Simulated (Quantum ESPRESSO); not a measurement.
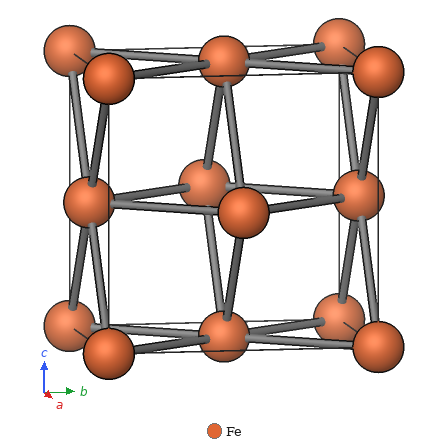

System: Fe, space group Fmmm (No. 69). The picture shows the conventional cell.

The given structure:
```cif
data_structure
_symmetry_space_group_name_H-M 'P 1'
_symmetry_Int_Tables_number 1
_cell_length_a 2.7626
_cell_length_b 2.4712
_cell_length_c 2.4527
_cell_angle_alpha 68.257
_cell_angle_beta 56.190
_cell_angle_gamma 55.553
_cell_volume 11.44
loop_
_atom_site_label
_atom_site_type_symbol
_atom_site_fract_x
_atom_site_fract_y
_atom_site_fract_z
_atom_site_occupancy
Fe1 Fe 0.00000 0.00000 0.00000 1
```

Method: plane-wave DFT, collinear spins; energies at scaled volumes of the given cell, shape and fractions fixed, counted from the fit's minimum, third-order Birch-Murnaghan fit (Quantum ESPRESSO 7.5). Level: PBE, collinear spin.

k mesh 13×13×13; occupations Fermi–Dirac; smearing width 0.05 eV; potentials SSSP 1.3 efficiency PBE; wave cutoff 870.8 eV; density cutoff 10640 eV.

The printed pressures vanish at a volume slightly off the minimum of the energy fit, as a finite basis (Pulay stress) and smearing make them.

What does the calculation give for the energy and pressure against volume? The volume takes the values 10.75, 10.98, 11.21, 11.44, 11.66, 11.89, 12.12 Å³/atom.

A third-order Birch–Murnaghan fit gives V0 = 11.44 Å³/atom, B0 = 178 GPa. The energy is 26.96 meV/atom at volume 10.75 Å³/atom and 19.58 meV/atom at 12.12 Å³/atom; the lowest computed point is at volume 11.44 Å³/atom (0.01 meV/atom). The pressure falls from 10.56 GPa at volume 10.75 Å³/atom to −11.18 GPa at 12.12 Å³/atom, and changes sign near 11.26 Å³/atom.

| volume (Å³/atom) | energy (meV/atom) | pressure (GPa) |
| --- | --- | --- |
| 10.75 | 26.96 | 10.56 |
| 10.98 | 11.29 | 5.44 |
| 11.21 | 2.66 | 0.94 |
| 11.44 | 0.01 | −2.85 |
| 11.66 | 2.46 | −6.01 |
| 11.89 | 9.10 | −8.71 |
| 12.12 | 19.58 | −11.18 |

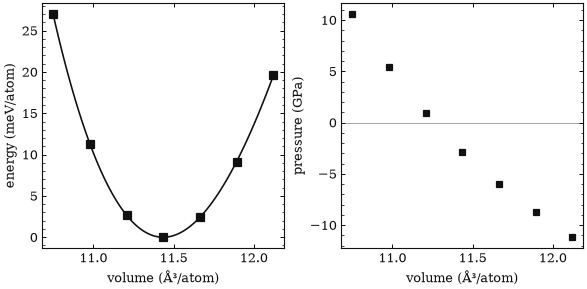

Limits of the calculation: the fit and the printed pressures don't fully agree, or the minimum lies near the end of the range; shape and atomic fractions are frozen while scaling, which makes layered, chain and framework solids too stiff.
